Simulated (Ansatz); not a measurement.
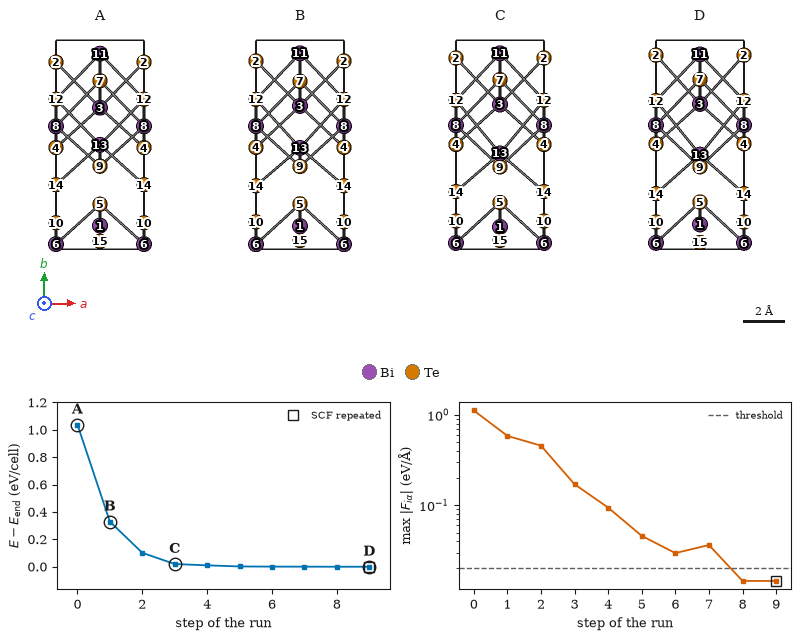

Frames of a relaxation of a slab of composition Bi$_{2}$Te$_{3}$ (cut from the R-3m phase), marked on the history of the run. Style: ball-and-stick. Shown: the cell of the calculation, outlined in the plane, without the vacuum (origin shifted), along the c axis.

The slab is the (0 1 2) face of Bi2Te3.

Level of theory: Ansatz, DFT PBE+D3(BJ), scalar-relativistic, plane waves, PAW.

The input:
```yaml
crystal:
  lattice:
    - [4.3877690381, 0.0, 0.0]
    - [0.0, 10.4143177318, 0.0]
    - [0.0, 0.0, 25.2498283745]
  atoms:
    - { symbol: Bi, position: [0.0, 0.1293063991, 0.2970317219] }
    - { symbol: Te, position: [0.5, 0.9112443772, 0.3261940908] }
    - { symbol: Bi, position: [0.0, 0.6931823553, 0.3553564597] }
    - { symbol: Te, position: [0.5, 0.5023738196, 0.387337804] }
    - { symbol: Te, position: [0.0, 0.2313593119, 0.4110230111] }
    - { symbol: Bi, position: [0.5, 0.0405507762, 0.4430043554] }
    - { symbol: Te, position: [0.0, 0.8224887544, 0.4721667243] }
    - { symbol: Bi, position: [0.5, 0.6044267325, 0.5013290932] }
    - { symbol: Te, position: [0.0, 0.4136181968, 0.5333104375] }
    - { symbol: Te, position: [0.5, 0.1426036891, 0.5569956446] }
    - { symbol: Bi, position: [0.0, 0.9517951534, 0.5889769889] }
    - { symbol: Te, position: [0.5, 0.7337331316, 0.6181393578] }
    - { symbol: Bi, position: [0.0, 0.5156711097, 0.6473017267] }
    - { symbol: Te, position: [0.5, 0.324862574, 0.679283071] }
    - { symbol: Te, position: [0.0, 0.0538480663, 0.7029682781] }
basis:
  ecutwfc: 420
kpoints:
  mp_grid: { grid: [8, 4, 1] }
hamiltonian:
  xc: pbe
  dispersion: d3bj
scf:
  occupations: { method: gaussian, width: 0.05 }
output:
  forces: true
  eigenvalues: true
  write_density: true
  write_potential: true
  elf: true
  volumetric_format: npy
relax:
  adjacent_minimum: "off"
  f_tol: 0.02
  max_steps: 60
efield:
  axis: 3
  dipole_correction: true
  ramp_width: 0.04
```

Launched with:
```bash
ansatz run input.yaml --threads 8 --pin off --max-ram 15360MiB --backend cpu --events-out ev --progress --plain --runs-dir out
```

**Describe the path.**

Bi13 moves most relative to the layer's centre: 0.49 Å within the plane. By element the largest moves are Bi 0.49 Å, Te 0.48 Å. The lattice vectors keep their values. Among the contacts that change: Te4–Bi8 3.068 → 3.439 Å, Te12–Bi13 3.242 → 3.556 Å, Bi3–Te7 3.242 → 2.936 Å, Bi8–Te12 3.242 → 2.952 Å. Bond angles that change, for instance: Bi1–Te2–Bi3 180.0° → 162.6°, Bi3–Te2–Bi6 94.8° → 82.3°, Te2–Bi1–Te2 85.2° → 95.6°. After 8 accepted moves (9 points after the start) the energy has fallen by 1.038 eV per cell of the calculation. Largest force component: 1.1 eV/Å at the start, 0.015 eV/Å at the end. 1 step only repeated the SCF at the same geometry. Cost: 9.9 min on 8 threads of Arm Neoverse V1, with other jobs on the host, peak memory 6.1 GiB. From step 0 to 1: Bi3 moves most (0.19 Å), energy −0.708 eV per cell of the calculation. From step 1 to 3: Te14 moves most (0.29 Å), energy −0.310 eV per cell of the calculation. From step 3 to 9: Te2 moves most (0.16 Å), energy −19.8 meV per cell of the calculation.

```tsv
step	E − E(0), meV/atom	largest force component, eV/Å	note
0	0.00	1.1213	
1	-47.22	0.5865	
2	-62.42	0.4572	
3	-67.88	0.1709	
4	-68.52	0.0943	
5	-69.07	0.0459	
6	-69.14	0.0296	
7	-69.17	0.0363	
8	-69.20	0.0146	
9	-69.20	0.0146	same geometry, SCF repeated
```
